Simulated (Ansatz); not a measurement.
## Yb: one change and its effect

System: Yb (1 atom in the cell).
Method of run A: DFT, r2SCAN, plane waves, PAW, no spin polarisation (Ansatz 0.2.0).

The structure derives from an entry of the Crystallography Open Database. Text and figures count atoms from 1; the logs count them from 0 in places.

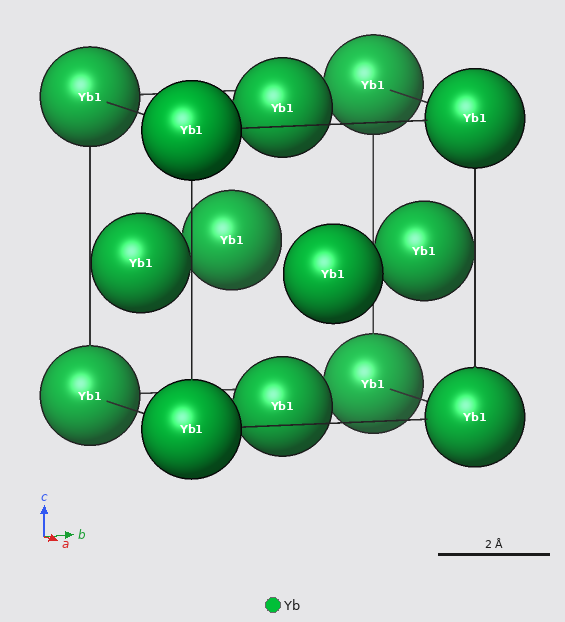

Figure 1. The input geometry (spheres-only view of the cell 4 times as large as that of the calculation, set on its symmetry axes, seen slightly off an axis; atoms are numbered from 1 in the order of the input).

### Input file, run A
```yaml
crystal:
  lattice:
    - [0.0, 2.7153900247, 2.7153900247]
    - [2.7153900247, 0.0, 2.7153900247]
    - [2.7153900247, 2.7153900247, 0.0]
  atoms:
    - { symbol: Yb, position: [0.0, 0.0, 0.0] }
kpoints:
  mp_grid: { grid: [10, 10, 10], shift: [0.5, 0.5, 0.5] }
scf:
  occupations: { method: fermi_dirac, width: 0.05 }
hamiltonian:
  xc: r2scan
  pseudopotentials: { kind: paw }
output:
  forces: true
  stress: true
  efg: { contact_densities: true }
relax:
  f_tol: 0.005
  max_steps: 80
  cell: {}
```

Command:
```bash
ansatz run input.yaml --threads 1 --pin off --max-ram 3072MiB --backend cpu --events-out ev --progress --plain --runs-dir out
```

Hardware: 1 thread of an Arm (aarch64) CPU, shared host.

### Output, shortened to warnings, some set-up lines, iterations and results (run A)
```
Warning: crystal.symmetry: narrowed to the stabiliser of the k-point mesh — unitary ops 48 → 12; excluded 36 operations that carry a point of the 10×10×10 mesh (shift [0.5, 0.5, 0.5]) off the mesh (the run samples exactly the mesh kpoints.mp_grid names, as under crystal.symmetry.detect: false, and its converged state has the mesh's symmetry, not the crystal's; ε∞, the Born charges and the force …
Basis set: ecut = 500 eV, 965 PW (Γ), exchange–correlation on 120×120×120 points (64 copies of the dense FFT grid, shifted against one another)
Symmetry: 12 space group operations
k-points: 110 of 1000
Initial density: superposition of atomic densities (neutral atoms: chi_scale 0, normalization atom), corrected by the library's trained network
[...]
SCF iter   1: F=—  HF=-13805.875437 eV  |F-HF|=—  |Δ(HF+E_count)|=         —  Δρ=3.28e-2  dr2=3.74e-1  dr2_τ=1.81e-3  ethr=1.77e-3  ⟨swp⟩=5.4  Hψ=8476  notcnv=0
SCF iter   2: F=—  HF=-13807.015496 eV  |F-HF|=—  |Δ(HF+E_count)|=    1.14e0  Δρ=2.79e-1  dr2=2.57e1  dr2_τ=2.46e-2  ethr=1.56e-3  ⟨swp⟩=4.5  Hψ=4955  notcnv=0  defer=80  …
SCF iter   3: F=—  HF=-13805.837152 eV  |F-HF|=—  |Δ(HF+E_count)|=    1.18e0  Δρ=2.57e-2  dr2=2.34e-1  dr2_τ=1.20e-3  ethr=1.56e-3  ⟨swp⟩=3.0  Hψ=4603  notcnv=0
SCF iter   4: F=—  HF=-13805.807058 eV  |F-HF|=—  |Δ(HF+E_count)|=   3.01e-2  Δρ=1.17e-2  dr2=4.96e-2  dr2_τ=7.20e-5  ethr=9.74e-4  ⟨swp⟩=3.0  Hψ=3812  notcnv=0
SCF iter   5: F=—  HF=-13805.805907 eV  |F-HF|=—  |Δ(HF+E_count)|=   1.15e-3  Δρ=7.78e-3  dr2=2.21e-2  dr2_τ=6.29e-5  ethr=2.07e-4  ⟨swp⟩=1.0  Hψ=1760  notcnv=0
[... 52 lines ...]
SCF iter   6: F=—  HF=-13805.840045 eV  |F-HF|=—  |Δ(HF+E_count)|=  9.11e-10  Δρ=2.72e-6  dr2=2.48e-9  dr2_τ=6.04e-11  ethr=1.56e-11  ⟨swp⟩=2.0  Hψ=2037  notcnv=0
SCF iter   7: F=—  HF=-13805.840045 eV  |F-HF|=—  |Δ(HF+E_count)|=  2.20e-10  Δρ=6.42e-7  dr2=9.35e-11  dr2_τ=2.76e-12  ethr=1.03e-11  ⟨swp⟩=2.0  Hψ=2882  notcnv=0
SCF iter   8: F=-13805.840045 eV  HF=-13805.840045 eV  |F-HF|=3.64e-12  |Δ(HF+E_count)|=  1.82e-12  Δρ=1.40e-7  dr2=5.11e-12  dr2_τ=3.85e-13  ethr=1.00e-12  ⟨swp⟩=5.7  …
SCF 5 converged in 8 iterations: F = -13805.840045 eV  dr2 = 5.11e-12
relax step   5: F+E_penalty+E_count = -13805.84004534 eV  Δ(F+E_penalty+E_count) = +2.834e-4 eV  max|allowed force component| = 0.000e0 eV/Å  Δτ_max = 0.0000 Å  P = -0.022 …
basis re-selected at this cell: Δ(F+E_penalty+E_count) = +2.834e-4 eV, ΔP = -0.014 GPa vs the last step (what re-selecting the basis moved, of the pressure what is left beyond the Pulay correction that the steps carried, after the strain that the cell walked since its last selection, with what the …
SCF converged after 8 iterations
Free energy (F): -13805.840045 eV
Harris-Foulkes:  -13805.840045 eV  (|F-HF|=3.64e-12)
Internal energy: -13805.829255 eV  (E = F + TS)
E sigma→0 (E₀):  -13805.834650 eV
Entropy (-TS):   -0.010791 eV (-10.791 meV/atom)
Fermi energy:    10.868589 eV
--- Per-component energies (eV) ---
  E_band       = -4.807572
  E_kinetic    = 354.590925
  E_local      = -6246.821398  (includes V_loc(G=0)·N_el)
  E_nonlocal   = 545.213354
  E_hartree    = 2718.192246
  E_xc         = -159.951328
  E_vxc        = -228.106815  (∫ρ·V_xc dr)
  E_paw        = -7363.497917  (= ΣΔE_a)
  E_vpaw       = 119.769379  (= ΣTr[D̂ρ^β])
  E_aug_tail   = 0.000002  (compensation charges beyond the density's cutoff)
  E_vtau       = 14.162307  (kinetic-family band-sum trace: ∫τ·v_τ [+ j·A + Jᵃ·Aᵃ] dr)
  E_ewald      = -3654.404345
  E_core_change = 0.849206  (= ΣΔE_core)
  E_smearing   = -0.010791  (= −TS)
  E_closure    = 0.000000  (closes the sum)
  Σ components = -13805.840045   (vs F -13805.840045, Δ=0.00e0)
--- Forces (eV/Å), atoms counted from 1 ---
  atom   1  Yb     0.00000000     0.00000000    -0.00000000
  max |Σ_I F_I| component: 1.58e-30 eV/Å
--- Stress (GPa, compression-positive) ---
       -0.022107      -0.007225      -0.007225
       -0.007225      -0.022107      -0.007225
       -0.007225      -0.007225      -0.022107
  P = ⅓ Tr σ = -0.0221 GPa (-0.221 kbar)
--- PAW observables at the nuclei: V_zz in 10²¹ V/m², potentials from the cell's mean, atoms counted from 1 ---
  atom   1  Yb V_zz =    +0.057285   η = 0.0000   by run symmetry: allowed
            electrostatic potential = -13560.152986 V   contact ρ = 6425951.247138 e/Å³
--- Relaxed structure (4 steps of the walk, 4 accepted, 1 SCFs on fresh bases) ---
[...]
```

The input of run B differs as follows (lines with − go, lines with + come):
```diff
-  mp_grid: { grid: [10, 10, 10], shift: [0.5, 0.5, 0.5] }
+  mp_grid: { grid: [10, 10, 10] }
```

Predict how the results change.

The free energy of run B is 0.7 meV per atom higher, which measures how much it depends on this numerical setting. The SCF takes 50 iterations over all geometry steps against 52. The irreducible k-points go from 110 to 47.

### Output, shortened to warnings, some set-up lines, iterations and results (run B)
```
Basis set: ecut = 500 eV, 965 PW (Γ), exchange–correlation on 120×120×120 points (64 copies of the dense FFT grid, shifted against one another)
Symmetry: 48 space group operations
k-points: 47 of 1000
Initial density: superposition of atomic densities (neutral atoms: chi_scale 0, normalization atom), corrected by the library's trained network
[...]
SCF iter   1: F=—  HF=-13805.874353 eV  |F-HF|=—  |Δ(HF+E_count)|=         —  Δρ=3.28e-2  dr2=3.74e-1  dr2_τ=1.80e-3  ethr=1.77e-3  ⟨swp⟩=5.6  Hψ=3591  notcnv=0
SCF iter   2: F=—  HF=-13807.016301 eV  |F-HF|=—  |Δ(HF+E_count)|=    1.14e0  Δρ=2.79e-1  dr2=2.58e1  dr2_τ=2.46e-2  ethr=1.56e-3  ⟨swp⟩=4.4  Hψ=2110  notcnv=0  defer=33  …
SCF iter   3: F=—  HF=-13805.836108 eV  |F-HF|=—  |Δ(HF+E_count)|=    1.18e0  Δρ=2.57e-2  dr2=2.34e-1  dr2_τ=1.19e-3  ethr=1.56e-3  ⟨swp⟩=3.0  Hψ=1958  notcnv=0
SCF iter   4: F=—  HF=-13805.806094 eV  |F-HF|=—  |Δ(HF+E_count)|=   3.00e-2  Δρ=1.17e-2  dr2=4.97e-2  dr2_τ=7.26e-5  ethr=9.74e-4  ⟨swp⟩=3.0  Hψ=1630  notcnv=0
SCF iter   5: F=—  HF=-13805.804920 eV  |F-HF|=—  |Δ(HF+E_count)|=   1.17e-3  Δρ=7.80e-3  dr2=2.23e-2  dr2_τ=6.33e-5  ethr=2.07e-4  ⟨swp⟩=1.0  Hψ=755  notcnv=0
[... 50 lines ...]
SCF iter   6: F=—  HF=-13805.839331 eV  |F-HF|=—  |Δ(HF+E_count)|=  6.40e-10  Δρ=2.78e-6  dr2=2.72e-9  dr2_τ=5.49e-11  ethr=2.98e-11  ⟨swp⟩=1.8  Hψ=788  notcnv=0
SCF iter   7: F=—  HF=-13805.839331 eV  |F-HF|=—  |Δ(HF+E_count)|=  2.33e-10  Δρ=7.31e-7  dr2=1.19e-10  dr2_τ=2.09e-12  ethr=1.13e-11  ⟨swp⟩=2.1  Hψ=1271  notcnv=0
SCF iter   8: F=-13805.839331 eV  HF=-13805.839331 eV  |F-HF|=1.82e-12  |Δ(HF+E_count)|=  3.64e-12  Δρ=1.03e-7  dr2=2.73e-12  dr2_τ=6.78e-13  ethr=1.00e-12  ⟨swp⟩=5.5  …
SCF 5 converged in 8 iterations: F = -13805.839331 eV  dr2 = 2.73e-12
relax step   5: F+E_penalty+E_count = -13805.83933132 eV  Δ(F+E_penalty+E_count) = +2.833e-4 eV  max|allowed force component| = 0.000e0 eV/Å  Δτ_max = 0.0000 Å  P = -0.048 …
basis re-selected at this cell: Δ(F+E_penalty+E_count) = +2.833e-4 eV, ΔP = -0.014 GPa vs the last step (what re-selecting the basis moved, of the pressure what is left beyond the Pulay correction that the steps carried, after the strain that the cell walked since its last selection, with what the …
SCF converged after 8 iterations
Free energy (F): -13805.839331 eV
Harris-Foulkes:  -13805.839331 eV  (|F-HF|=1.82e-12)
Internal energy: -13805.827560 eV  (E = F + TS)
E sigma→0 (E₀):  -13805.833445 eV
Entropy (-TS):   -0.011772 eV (-11.772 meV/atom)
Fermi energy:    10.859555 eV
--- Per-component energies (eV) ---
  E_band       = -5.011915
  E_kinetic    = 354.590654
  E_local      = -6247.945653  (includes V_loc(G=0)·N_el)
  E_nonlocal   = 545.183066
  E_hartree    = 2718.647981
  E_xc         = -159.951073
  E_vxc        = -228.108482  (∫ρ·V_xc dr)
  E_paw        = -7363.475435  (= ΣΔE_a)
  E_vpaw       = 119.808787  (= ΣTr[D̂ρ^β])
  E_aug_tail   = 0.000001  (compensation charges beyond the density's cutoff)
  E_vtau       = 14.163679  (kinetic-family band-sum trace: ∫τ·v_τ [+ j·A + Jᵃ·Aᵃ] dr)
  E_ewald      = -3653.726307
  E_core_change = 0.849206  (= ΣΔE_core)
  E_smearing   = -0.011772  (= −TS)
  E_closure    = -0.000000  (closes the sum)
  Σ components = -13805.839331   (vs F -13805.839331, Δ=0.00e0)
--- Forces (eV/Å), atoms counted from 1 ---
  atom   1  Yb     0.00000000    -0.00000000    -0.00000000
  max |Σ_I F_I| component: 7.23e-31 eV/Å
--- Stress (GPa, compression-positive) ---
       -0.048244       0.000000      -0.000000
        0.000000      -0.048244       0.000000
       -0.000000       0.000000      -0.048244
  P = ⅓ Tr σ = -0.0482 GPa (-0.482 kbar)
--- PAW observables at the nuclei: V_zz in 10²¹ V/m², potentials from the cell's mean, atoms counted from 1 ---
  atom   1  Yb V_zz =    -0.000000   η = 0.0000   by run symmetry: forbidden
            electrostatic potential = -13560.142768 V   contact ρ = 6425951.368364 e/Å³
--- Relaxed structure (4 steps of the walk, 4 accepted, 1 SCFs on fresh bases) ---
[...]
```

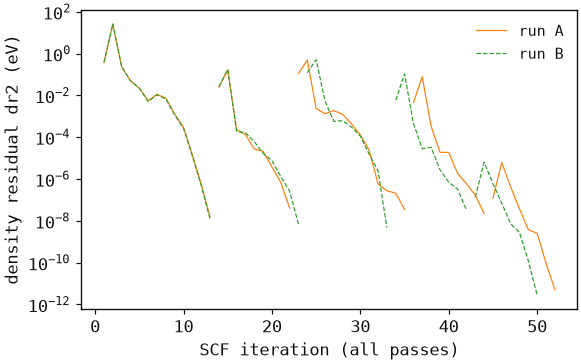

Figure 2. Convergence of the two runs: density residual dr2 against the SCF iteration. A break in a curve parts two SCF passes. Run A takes 52 iterations in all, and run B takes 50.

### The two runs side by side

```tsv
quantity	run A	run B
outcome	converged	converged
free energy per atom (eV)	−13805.8400	−13805.8393
energy per atom, smearing taken to zero (eV)	−13805.8346	−13805.8334
pressure (GPa)	−0.02	−0.05
volume per atom (Å³)	35.21	35.23
largest force (eV/Å)	0.000	0.000
SCF iterations	52	50
irreducible k-points	110	47
wall time (shared host)	59 s	28 s
```

For run A: Warnings: the field gradients leave out spin–orbit coupling; the k-point mesh lowers the symmetry that the run can use. For run B: Warnings: the field gradients leave out spin–orbit coupling.
